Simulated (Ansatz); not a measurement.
# Does disorder add resistance in series? Nb(100) layers with 50 % Pd

Two lengths of the disordered region are known. What area resistance does the third give?

How it was computed: Ansatz 0.2.0, plane waves with PAW datasets at their recommended cutoffs (420 eV for most), Fermi-Dirac smearing; ballistic transmission by layer matching. The area resistance is RA = A (h/2e²)(1/T − 1/N), with T the zone-mean transmission per spin and N the lead's channels, both averaged over a few energies near the Fermi level; for magnets each spin is taken apart, with h/e², and the two conduct in parallel. Lateral cell 2x2, PBE, a fresh random draw for each length.

The runs, with one result withheld:

| length (Å) | channels N | RA (fΩ m²) |
| --- | --- | --- |
| 6.61 | 10.95 | 1.03 |
| 13.2 | 10.93 | 2.01 |
| 19.8 | 10.96 | ? |

Worked fit:

Ohm's law makes RA linear in the length: the slope is (2.01 − 1.03)/(13.2 − 6.61) = 0.148 fΩ m² per Å, or 148 µΩ cm. Then 2.01 + 0.148 × 6.61. Predicted: 2.99 fΩ m².

Check against the run:

2.96 fΩ m², so the prediction is 1.0 % too high. The three lengths together give 146 µΩ cm. The two increments are 0.98 and 0.95 fΩ m², roughly as Ohm's law has it, though with one draw for each length that is a weak test.

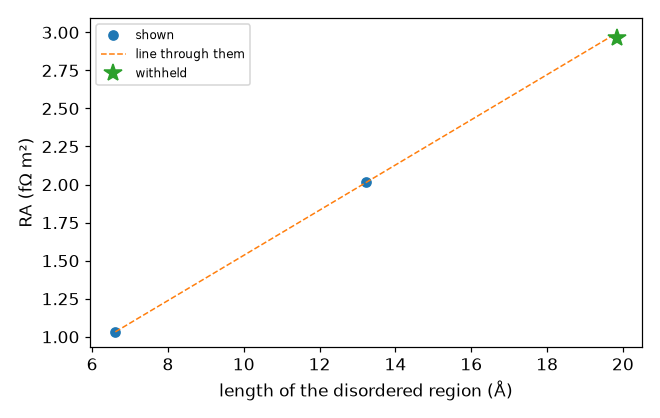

Area resistance against length.

Caveats: The scatterers repeat sideways with the small cell. The slope is a raw one; a model of isotropic scattering puts it 1.00 times the bulk value over these lengths. Atoms sit unrelaxed on the host's lattice, and the pair may not mix at random in practice.
